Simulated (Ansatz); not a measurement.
**W₈C₉: nudged elastic band (part 2 of 2)**

Continued. System: W₈C₉ (defect cell, 17 atoms in the cell). Method: DFT PBEsol, scalar-relativistic, plane waves, PAW, no spin polarisation (Ansatz 0.2.0); cutoff 420 eV, 4×5×5 k-mesh, Gaussian smearing of 0.1 eV. The structure derives from a Materials Project entry. It belongs to a series of runs on one base structure; here: climbing-image band for the jump of C by 2.83 A.

Geometry of the input (Å; fractional positions):
```
0.0000  0.0000  -5.6555
-2.8985  -5.0203  0.0000
-2.8985  5.0203  0.0000
W  0.4984  0.5000  0.5000
W  1.0016  0.5000  0.5000
W  0.4953  0.4903  -0.0049
W  1.0047  0.4903  -0.0048
W  0.4953  1.0049  0.5097
W  1.0047  1.0049  0.5097
W  0.4953  1.0049  -0.0049
W  1.0047  1.0049  -0.0048
C  0.2500  0.1667  0.8333
C  0.7500  0.1666  0.8333
C  0.2500  0.1686  0.3343
C  0.7500  0.1674  0.3337
C  0.2500  0.6657  0.8314
C  0.7500  0.6663  0.8325
C  0.2500  0.6657  0.3343
C  0.7500  0.6663  0.3337
C  0.7500  0.8333  0.1667
```

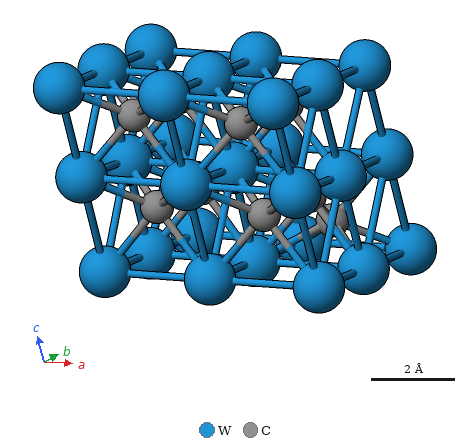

**Figure 1.** The structure as given in the input (ball-and-stick view of the cell of the calculation, seen slightly off an axis). An atom can appear more than once, as a periodic image.

Output, continued
```
  k-point 0: bands = ["-52.7344", "-52.5305", "-52.4801", "-52.4801", "-52.3940", "-52.3139", "-52.3041", "-52.3040", "-17.7470", "-17.3784", "-17.3783", "-17.3697", "-17.2882", "-17.2214", "-17.2157", "-17.2157", "-17.1250", "-17.1250", "-16.8157", "-16.8157", "-16.6470", "-16.6213", "-16.5947", "-16.5947", "-16.5017", "-16.4665", "-16.4664", "-16.4216", "-16.4216", "-16.3920", "-16.3644", "-16.3644", "5.9803", "9.0827", "9.3507", "9.7958", "9.7960", "9.9247", "9.9271", "9.9272", "10.6298", "13.3549", "13.8896", "13.8899", "13.9694", "13.9694", "14.2027", "15.5704", "16.0850", "16.5097", "16.5098", "16.6636", "16.6637", "16.7250", "16.9605", "16.9606", "17.1319", "17.1672", "17.2447", "17.2447", "18.1534", "18.1535", "18.8484", "18.8486", "19.4157", "19.4159", "19.6964", "20.2317", "20.3400", "20.3401", "20.7549", "21.3726", "21.3726", "22.4911", "22.4920", "23.6368", "23.6368", "23.9514", "23.9616", "24.1887", "24.1887", "24.2694", "25.2252", "25.5876", "25.5879", "25.6364", "25.7647", "25.7929", "25.7929", "26.0202", "26.0202"]
  k-point 1: bands = ["-52.7339", "-52.5259", "-52.4842", "-52.4801", "-52.3922", "-52.3147", "-52.3062", "-52.3040", "-17.6986", "-17.3545", "-17.3379", "-17.3176", "-17.2404", "-17.2237", "-17.1732", "-17.1538", "-17.1367", "-17.1250", "-16.8649", "-16.8284", "-16.6815", "-16.6435", "-16.6091", "-16.5917", "-16.5075", "-16.4978", "-16.4730", "-16.4667", "-16.4416", "-16.4394", "-16.4125", "-16.3727", "6.2551", "8.9770", "9.3779", "9.6792", "9.8480", "9.9352", "9.9738", "9.9978", "10.7322", "13.5145", "13.8947", "14.0229", "14.1819", "14.1998", "14.3340", "15.2900", "15.6011", "15.6445", "16.3021", "16.5624", "16.8315", "16.9759", "17.0099", "17.2698", "17.3218", "17.4042", "17.8616", "18.0310", "18.1909", "18.2121", "18.5939", "18.7569", "19.0528", "19.2286", "19.4681", "19.9897", "20.1119", "20.2184", "20.3260", "20.7053", "20.8845", "21.8554", "22.3464", "22.8968", "23.2592", "23.7786", "24.0984", "24.2632", "24.7165", "24.8607", "24.9935", "25.0634", "25.4034", "25.4319", "25.6734", "25.9427", "25.9587", "26.0065", "26.0822"]
  k-point 2: bands = ["-52.7331", "-52.5151", "-52.4941", "-52.4801", "-52.3889", "-52.3163", "-52.3097", "-52.3040", "-17.6083", "-17.3212", "-17.2566", "-17.2429", "-17.1754", "-17.1565", "-17.1347", "-17.1254", "-17.0795", "-16.9904", "-16.9694", "-16.8727", "-16.7715", "-16.7715", "-16.6510", "-16.5987", "-16.5792", "-16.5662", "-16.5286", "-16.4795", "-16.4758", "-16.4655", "-16.4353", "-16.3994", "6.9549", "8.2246", "9.5016", "9.6597", "9.9248", "9.9400", "10.1300", "10.1671", "11.0452", "13.2527", "14.1178", "14.3114", "14.3323", "14.5537", "14.7811", "14.9575", "15.0893", "15.5189", "15.8799", "16.6122", "17.0351", "17.3818", "17.3834", "17.4859", "17.6212", "17.6826", "17.9748", "18.0849", "18.2366", "18.2777", "18.3512", "18.6931", "18.7518", "19.0246", "19.1088", "19.3000", "19.5489", "19.6418", "20.0410", "20.2291", "20.6828", "20.9577", "22.1369", "22.3904", "22.5908", "23.5017", "23.7503", "24.1935", "24.1974", "24.4511", "24.8788", "24.9802", "25.3899", "25.4748", "25.8023", "26.0901", "26.0914", "26.2215", "26.2692"]
  k-point 49: bands = ["-52.7325", "-52.5157", "-52.4891", "-52.4788", "-52.3921", "-52.3165", "-52.3112", "-52.3056", "-17.6218", "-17.2541", "-17.2059", "-17.1766", "-17.1590", "-17.0860", "-17.0769", "-17.0474", "-16.9865", "-16.9479", "-16.9447", "-16.8477", "-16.8043", "-16.7869", "-16.6962", "-16.6785", "-16.6605", "-16.6565", "-16.6078", "-16.5749", "-16.5529", "-16.4685", "-16.4505", "-16.4063", "7.2101", "8.5758", "9.2053", "9.3855", "9.5875", "9.8475", "10.1984", "10.3885", "11.4188", "13.8088", "13.9107", "14.2050", "14.5907", "14.6676", "14.8717", "15.3041", "15.6553", "16.0131", "16.3366", "16.4605", "16.6528", "16.7743", "16.9397", "17.0539", "17.3664", "17.4342", "17.6403", "17.7332", "17.8194", "18.1512", "18.3883", "18.4883", "18.6885", "19.2461", "19.2900", "19.5318", "19.6446", "19.8094", "19.9573", "20.0248", "20.3253", "20.9710", "21.8500", "22.2148", "22.8865", "23.4332", "23.9742", "24.2296", "24.4421", "24.6047", "24.6901", "24.9074", "25.0910", "25.1567", "25.2654", "25.7551", "26.0394", "26.3946", "26.5984"]
this run last wrote the band of iteration 5 to [file]
--- NEB band (7 images, 5 band iterations, 176 SCF iterations) ---
  forward barrier  = 2.095771 eV
  backward barrier = 2.095771 eV
  lagrangian_above_aufbau_ev (what the smearing adds, to first order; not taken off the barriers): saddle image -0.016357 eV, end points -0.006052 and -0.006052 eV
  climbing image's point = of an order that was not read
  energies are F+E_penalty+E_count in eV, relative to image 0
  image     s (Å)  Δ vs image 0  max|band force component| (eV/Å)
      0    0.0000      0.000000                                 —
      1    0.4705      0.864811                          9.762e-3
      2    0.9411      1.750362                          2.004e-2
  *   3    1.4119      2.095771                          1.512e-2
      4    1.8827      1.750362                          2.004e-2
      5    2.3534      0.864811                          9.762e-3
      6    2.8239     -0.000000                                 —
  climbing-image geometry (image 3):
  cell:  # Å, volume = 164.5898 Å³
    - [0.0, 0.0, -5.6555137123]
    - [-2.8984787826, -5.020312516, 0.0]
    - [-2.8984787825, 5.0203125161, 0.0]
  atoms:
    - { symbol: W, position: [0.5000000002031294, 0.49999958087626667, 0.5000015522785225] }
    - { symbol: W, position: [1.0000000002197331, 0.5000013398957378, 0.5000052526372162] }
    - { symbol: W, position: [0.5000000005810142, 0.5024344782096346, 0.0012170002291180815] }
    - { symbol: W, position: [0.9999999996549324, 0.46680099532131236, -0.016593955580046144] }
    - { symbol: W, position: [0.500000000418415, 0.9987782192737715, 0.4975586701981784] }
    - { symbol: W, position: [0.9999999997662481, 1.016586069138595, 0.533174514901844] }
    - { symbol: W, position: [0.500000000390736, 0.9987804056343772, 0.001216892145539994] }
    - { symbol: W, position: [0.9999999998653224, 1.016603235079264, -0.016594485861822772] }
    - { symbol: C, position: [0.2661590654252345, 0.16666052274212467, 0.8333235227831159] }
    - { symbol: C, position: [0.7338409346542687, 0.16666052276382648, 0.8333235228525677] }
    - { symbol: C, position: [0.2534912320511933, 0.17262946683617997, 0.3363131547939198] }
    - { symbol: C, position: [0.7465087681327364, 0.17262946690189565, 0.33631315510727827] }
    - { symbol: C, position: [0.25348526826970613, 0.6636879724540203, 0.8273783745654483] }
    - { symbol: C, position: [0.7465147316930474, 0.6636879720179841, 0.8273783742568105] }
    - { symbol: C, position: [0.2534917342410658, 0.6636812244606286, 0.33631323500233756] }
    - { symbol: C, position: [0.7465082661241893, 0.6636812242331652, 0.3363132351702173] }
    - { symbol: C, position: [0.9999999983090286, 0.8333197066612148, 0.1666403580197547] }
```

The last band as extended XYZ (Å, eV, eV/Å)
```
17
Lattice="0.0000 0.0000 -5.6555 -2.8985 -5.0203 0.0000 -2.8985 5.0203 0.0000" Properties=species:S:1:pos:R:3:forces:R:3 image=0 energy=-84270.72757
W    -2.8985    0.0000   -2.8187    0.0005   0.0002   0.0003
W    -2.8985    0.0000   -5.6645    0.0009  -0.0006   0.0007
W    -1.4069   -2.4859   -2.8013   -0.0012   0.0023  -0.0019
W    -1.4070   -2.4857   -5.6820    0.0026   0.0001   0.0019
W    -4.3900   -2.4858   -2.8013    0.0009  -0.0002  -0.0012
W    -4.3900   -2.4857   -5.6819    0.0001  -0.0010  -0.0002
W    -2.8984   -5.0692   -2.8013   -0.0013   0.0028  -0.0009
W    -2.8986   -5.0691   -5.6820    0.0015  -0.0007   0.0005
C    -2.8985    3.3469   -1.4139    0.0006  -0.0004   0.0008
C    -2.8984    3.3469   -4.2417   -0.0017  -0.0012   0.0006
C    -1.4578    0.8318   -1.4139   -0.0015  -0.0008  -0.0005
C    -1.4526    0.8348   -4.2416   -0.0011  -0.0005  -0.0006
C    -4.3392    0.8318   -1.4138    0.0022  -0.0022  -0.0018
C    -4.3443    0.8347   -4.2418   -0.0001   0.0003   0.0023
C    -2.8983   -1.6635   -1.4139   -0.0024   0.0022   0.0005
C    -2.8985   -1.6694   -4.2415    0.0009   0.0000  -0.0023
C    -2.8984   -3.3469   -4.2417   -0.0010  -0.0002   0.0018
17
Lattice="0.0000 0.0000 -5.6555 -2.8985 -5.0203 0.0000 -2.8985 5.0203 0.0000" Properties=species:S:1:pos:R:3:forces:R:3 image=1 energy=-84269.86276
W    -2.8985    0.0000   -2.7967    0.0001   0.0000  -0.1424
W    -2.8985    0.0000   -5.6475    0.0001  -0.0001  -0.1592
W    -1.4388   -2.5041   -2.8084    0.0884   0.0511  -0.1068
W    -1.3552   -2.4558   -5.6776   -0.1822  -0.1051  -0.2282
W    -4.3581   -2.5042   -2.8084   -0.0884   0.0510  -0.1069
W    -4.4417   -2.4559   -5.6776    0.1821  -0.1051  -0.2283
W    -2.8985   -5.0323   -2.8084   -0.0001  -0.1021  -0.1068
W    -2.8985   -5.1289   -5.6776    0.0000   0.2104  -0.2282
C    -2.8984    3.3468   -1.4903    0.0000   0.0000  -0.0126
C    -2.8984    3.3469   -4.2039    0.0000   0.0000  -0.3027
C    -1.4608    0.8300   -1.4179    0.0351   0.0202  -0.0805
C    -1.4606    0.8302   -4.2390    0.0976   0.0564  -0.2377
C    -4.3361    0.8300   -1.4179   -0.0350   0.0202  -0.0806
C    -4.3364    0.8302   -4.2390   -0.0984   0.0568  -0.2379
C    -2.8985   -1.6600   -1.4179    0.0000  -0.0405  -0.0805
C    -2.8985   -1.6603   -4.2390    0.0000  -0.1125  -0.2376
C    -2.8984   -3.3470   -4.7011    0.0008  -0.0008   2.5768
17
Lattice="0.0000 0.0000 -5.6555 -2.8985 -5.0203 0.0000 -2.8985 5.0203 0.0000" Properties=species:S:1:pos:R:3:forces:R:3 image=2 energy=-84268.97721
W    -2.8985    0.0000   -2.8001    0.0000   0.0000   0.0012
W    -2.8985    0.0000   -5.6468    0.0000   0.0000  -0.0338
W    -1.4544   -2.5131   -2.8167    0.0144   0.0084  -0.0343
W    -1.3235   -2.4375   -5.6650   -0.0417  -0.0239  -0.0953
W    -4.3425   -2.5131   -2.8167   -0.0144   0.0083  -0.0343
W    -4.4733   -2.4376   -5.6649    0.0418  -0.0241  -0.0951
W    -2.8985   -5.0144   -2.8167    0.0000  -0.0167  -0.0343
W    -2.8985   -5.1655   -5.6650   -0.0001   0.0481  -0.0953
C    -2.8984    3.3468   -1.5170    0.0000  -0.0001  -0.1086
C    -2.8984    3.3469   -4.1808    0.0000   0.0000  -0.1756
C    -1.4666    0.8267   -1.4319    0.0249   0.0143  -0.0808
C    -1.4784    0.8199   -4.2262   -0.0181  -0.0103  -0.0853
C    -4.3303    0.8267   -1.4319   -0.0248   0.0143  -0.0809
C    -4.3186    0.8199   -4.2262    0.0173  -0.0100  -0.0858
C    -2.8985   -1.6533   -1.4319    0.0000  -0.0287  -0.0808
C    -2.8985   -1.6397   -4.2261   -0.0001   0.0209  -0.0853
C    -2.8983   -3.3470   -5.1757    0.0008  -0.0006   1.2044
17
Lattice="0.0000 0.0000 -5.6555 -2.8985 -5.0203 0.0000 -2.8985 5.0203 0.0000" Properties=species:S:1:pos:R:3:forces:R:3 image=3 energy=-84268.63180
W    -2.8985    0.0000   -2.8278    0.0000   0.0000   0.0000
W    -2.8985    0.0000   -5.6555    0.0000   0.0000   0.0000
W    -1.4598   -2.5163   -2.8278   -0.0046  -0.0027   0.0000
W    -1.3049   -2.4268   -5.6555    0.0085   0.0048   0.0000
W    -4.3371   -2.5163   -2.8278    0.0047  -0.0027   0.0000
W    -4.4919   -2.4269   -5.6555   -0.0083   0.0048   0.0000
W    -2.8985   -5.0081   -2.8278    0.0000   0.0054   0.0000
W    -2.8985   -5.1870   -5.6555    0.0002  -0.0097   0.0000
C    -2.8984    3.3469   -1.5053   -0.0001   0.0000   0.0151
C    -2.8984    3.3469   -4.1502   -0.0001   0.0000  -0.0151
C    -1.4752    0.8217   -1.4336    0.0002   0.0001  -0.0053
C    -1.4752    0.8217   -4.2219    0.0002   0.0001   0.0053
C    -4.3218    0.8218   -1.4336   -0.0002   0.0001  -0.0054
C    -4.3218    0.8218   -4.2219   -0.0002   0.0001   0.0054
C    -2.8985   -1.6435   -1.4336    0.0000  -0.0002  -0.0053
C    -2.8985   -1.6435   -4.2219    0.0000  -0.0002   0.0053
C    -2.8984   -3.3469   -5.6555   -0.0003   0.0002   0.0000
17
Lattice="0.0000 0.0000 -5.6555 -2.8985 -5.0203 0.0000 -2.8985 5.0203 0.0000" Properties=species:S:1:pos:R:3:forces:R:3 image=4 energy=-84268.97721
W    -2.8985    0.0000   -2.8554    0.0000   0.0000  -0.0012
W    -2.8985    0.0000   -5.6642    0.0000   0.0000   0.0338
W    -1.4544   -2.5131   -2.8388    0.0144   0.0084   0.0343
W    -1.3235   -2.4375   -5.6461   -0.0417  -0.0239   0.0953
W    -4.3425   -2.5131   -2.8388   -0.0144   0.0083   0.0343
W    -4.4733   -2.4376   -5.6461    0.0418  -0.0241   0.0951
W    -2.8985   -5.0144   -2.8388    0.0000  -0.0167   0.0343
W    -2.8985   -5.1655   -5.6461   -0.0001   0.0481   0.0953
C    -2.8984    3.3469   -1.4747    0.0000   0.0000   0.1756
C    -2.8984    3.3468   -4.1386    0.0000  -0.0001   0.1086
C    -1.4784    0.8199   -1.4294   -0.0181  -0.0103   0.0853
C    -1.4666    0.8267   -4.2236    0.0249   0.0143   0.0808
C    -4.3186    0.8199   -1.4293    0.0173  -0.0100   0.0858
C    -4.3303    0.8267   -4.2237   -0.0248   0.0143   0.0809
C    -2.8985   -1.6397   -1.4294   -0.0001   0.0209   0.0853
C    -2.8985   -1.6533   -4.2236    0.0000  -0.0287   0.0808
C    -2.8983   -3.3470   -6.1354    0.0008  -0.0006  -1.2044
17
Lattice="0.0000 0.0000 -5.6555 -2.8985 -5.0203 0.0000 -2.8985 5.0203 0.0000" Properties=species:S:1:pos:R:3:forces:R:3 image=5 energy=-84269.86276
W    -2.8985    0.0000   -2.8588    0.0001   0.0000   0.1424
W    -2.8985    0.0000   -5.6635    0.0001  -0.0001   0.1592
W    -1.4388   -2.5041   -2.8471    0.0884   0.0511   0.1068
W    -1.3552   -2.4558   -5.6335   -0.1822  -0.1051   0.2282
W    -4.3581   -2.5042   -2.8471   -0.0884   0.0510   0.1069
W    -4.4417   -2.4559   -5.6335    0.1821  -0.1051   0.2283
W    -2.8985   -5.0323   -2.8471   -0.0001  -0.1021   0.1068
W    -2.8985   -5.1289   -5.6334    0.0000   0.2104   0.2282
C    -2.8984    3.3469   -1.4516    0.0000   0.0000   0.3027
C    -2.8984    3.3468   -4.1652    0.0000   0.0000   0.0126
C    -1.4606    0.8302   -1.4165    0.0976   0.0564   0.2377
C    -1.4608    0.8300   -4.2376    0.0351   0.0202   0.0805
C    -4.3364    0.8302   -1.4165   -0.0984   0.0568   0.2379
C    -4.3361    0.8300   -4.2376   -0.0350   0.0202   0.0806
C    -2.8985   -1.6603   -1.4165    0.0000  -0.1125   0.2376
C    -2.8985   -1.6600   -4.2376    0.0000  -0.0405   0.0805
C    -2.8984   -3.3470   -6.6099    0.0008  -0.0008  -2.5768
17
Lattice="0.0000 0.0000 -5.6555 -2.8985 -5.0203 0.0000 -2.8985 5.0203 0.0000" Properties=species:S:1:pos:R:3:forces:R:3 image=6 energy=-84270.72757
W    -2.8985    0.0000   -2.8368    0.0005   0.0002  -0.0003
W    -2.8985    0.0000   -5.6465    0.0009  -0.0006  -0.0007
W    -1.4069   -2.4859   -2.8542   -0.0012   0.0023   0.0019
W    -1.4070   -2.4857   -5.6291    0.0026   0.0001  -0.0019
W    -4.3900   -2.4858   -2.8542    0.0009  -0.0002   0.0012
W    -4.3900   -2.4857   -5.6291    0.0001  -0.0010   0.0002
W    -2.8984   -5.0692   -2.8542   -0.0013   0.0028   0.0009
W    -2.8986   -5.0691   -5.6291    0.0015  -0.0007  -0.0005
C    -2.8984    3.3469   -1.4138   -0.0017  -0.0012  -0.0006
C    -2.8985    3.3469   -4.2416    0.0006  -0.0004  -0.0008
C    -1.4526    0.8348   -1.4139   -0.0011  -0.0005   0.0006
C    -1.4578    0.8318   -4.2417   -0.0015  -0.0008   0.0005
C    -4.3443    0.8347   -1.4137   -0.0001   0.0003  -0.0023
C    -4.3392    0.8318   -4.2417    0.0022  -0.0022   0.0018
C    -2.8985   -1.6694   -1.4140    0.0009   0.0000   0.0023
C    -2.8983   -1.6635   -4.2416   -0.0024   0.0022  -0.0005
C    -2.8984   -3.3469   -7.0693   -0.0010  -0.0002  -0.0018
```

Summary

```tsv
quantity	value
outcome	converged
barrier, forward	2.096 eV
barrier, backward	2.096 eV
electrons treated	148
hardware	4 threads of Intel Xeon @ 2.50GHz (Skylake/Cascade Lake), 189 GiB of memory available, shared host
wall time	20 min (CPU time 55 min)
peak memory	3 GiB
```

Remarks

Spin–orbit coupling is left out, which matters for W. The order of the saddle point was not checked.
